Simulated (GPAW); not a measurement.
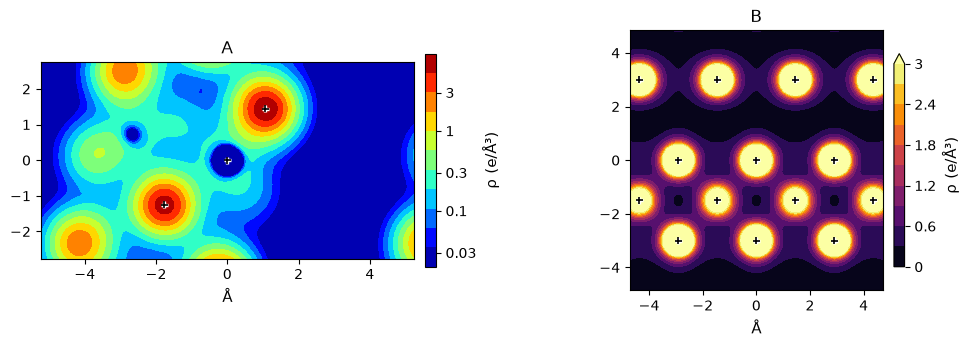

The valence pseudo-density of 2 systems, each on a plane through atoms (crosses mark nuclei in the plane).

Theory: Kohn-Sham DFT of a periodic cell, PBEsol, PAW data sets made by gpaw-setup for the functional (GPAW).

System 1: TaN, the (110) plane of the conventional cell. Space group P6/mmm.

System 2: Al$_{2}$O$_{3}$, the (111) plane of the conventional cell. Space group P-6m2; a structure from a database of computed crystals, not necessarily the ambient phase; computed pressure about −3 GPa in this cell.

```
CELL_PARAMETERS angstrom
2.88432 0.00000 0.00000
-1.44216 2.49790 0.00000
0.00000 0.00000 9.33675
ATOMIC_POSITIONS crystal
Al 0.00000 0.00000 0.85001
Al 0.00000 0.00000 0.14999
O 0.33333 0.66667 0.77768
O 0.66667 0.33333 0.00000
O 0.33333 0.66667 0.22232
```

Match each panel to its system.

Answer. Panel A is system 2, Al$_{2}$O$_{3}$: the plane holds Al and O. Al–O (1.80 Å): ρ is about 0.76 e/Å³ halfway. Panel B is system 1, TaN: the plane holds Ta and N. Ta–N (2.09 Å): ρ at the midpoint is about 0.74 e/Å³.
